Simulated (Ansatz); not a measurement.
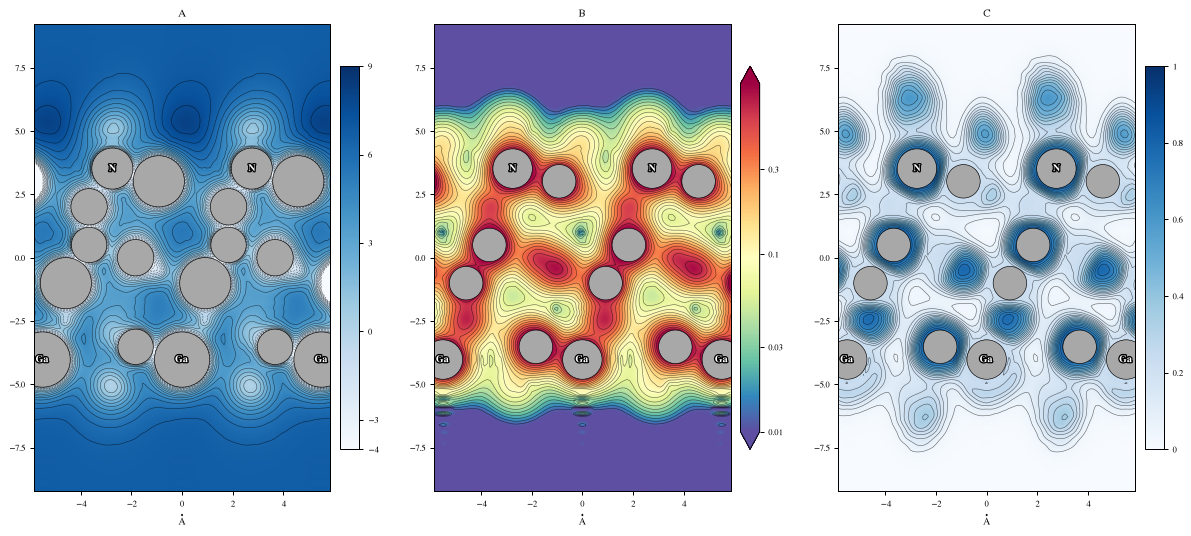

Ga₁₁N₁₀ (slab): 3 fields on the (100) plane of the calculation cell, a cut from vacuum to vacuum, with unlabelled colour scales. Grey discs cover the atomic cores.

Not relaxed (largest force 1.6 eV/Å); computed without spin polarisation.

Level of theory: DFT PBEsol, scalar-relativistic, plane waves, PAW in Ansatz 0.2.0.

**The panels show electron localisation function, electrostatic potential energy of an electron and valence pseudo-density in some order. Assign them.**

Panel A: electrostatic potential energy of an electron (low next to the atoms, rising into the space between them). Panel B: valence pseudo-density. Panel C: electron localisation function.
